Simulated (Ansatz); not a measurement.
Zn (Fmmm, No. 69): the geometry relaxed with Ansatz 0.2.0, DFT r2SCAN, scalar-relativistic, plane waves, PAW; the starting structure was generated, so it need not be a known form of this composition.

```
Zn
1.0
     2.55551    0.00000    0.00000
     0.00000    4.36277    0.00000
     0.00000    0.00000   11.64601
Zn
8
Direct
  0.50000 0.00000 0.36648
  0.00000 0.00000 0.13352
  0.50000 0.50000 0.86648
  0.00000 0.50000 0.63352
  0.00000 0.00000 0.86648
  0.50000 0.00000 0.63352
  0.00000 0.50000 0.36648
  0.50000 0.50000 0.13352
```

**What will a Z-contrast image along [011] show? The image is simulated as a sum over atoms of Z^1.6, blurred by a 0.66 Å probe (no channelling).**

The columns repeat on a centred rectangular net of 2.56 × 4.09 Å (plane group c2mm). All columns are alike (Zn). The shortest distance between visible columns is 1.09 Å in projection. Along the beam the structure repeats every 6.22 Å.

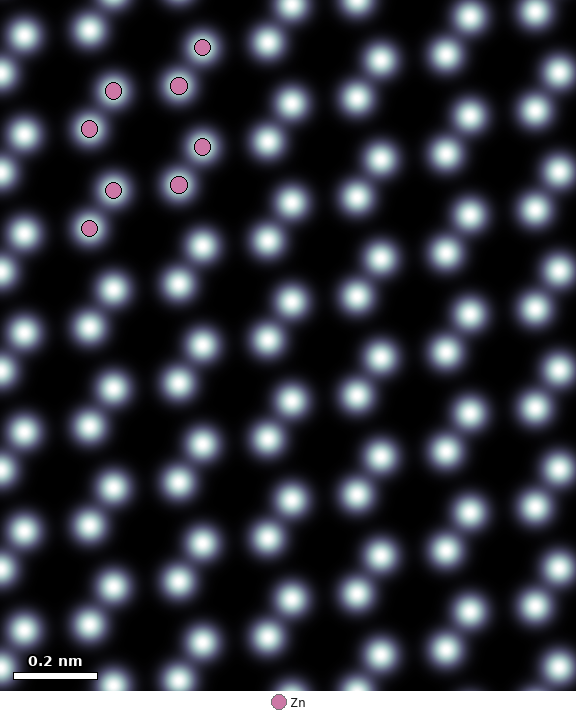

The simulated image, with the columns of the model marked in one corner.
